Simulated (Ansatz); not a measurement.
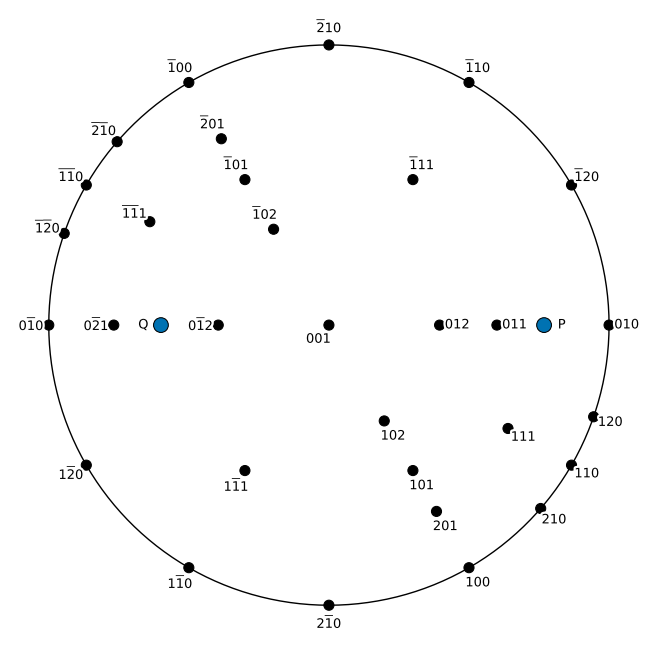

Crystal: Ir, the end point of a relaxation with DFT, RPBE, plane waves (420 eV) with PAW, scalar-relativistic (Ansatz 0.2.0); the starting structure was generated, so it need not be a known form of this composition. Stereographic projection of plane normals (upper hemisphere) centred on (0 0 1). Geometry calculated from the standardised cell; symmetry tolerance 0.002 Å.

a = 2.760 Å, b = 2.760 Å, c = 4.475 Å, α = 90.00°, β = 90.00°, γ = 120.00°.

Q: Index the poles marked P, Q.

A: P is (0 2 1), in four indices (0 2 −2 1), 75.0° from the centre; Q is (0 −1 1), in four indices (0 −1 1 1), 61.9° from the centre.

Q: What is the angle between the normals of (−2 1 0) and (2 0 1), and what are their d_hkl = 1/|g|?

A: 146.8°; d = 1.380 Å and 1.155 Å.
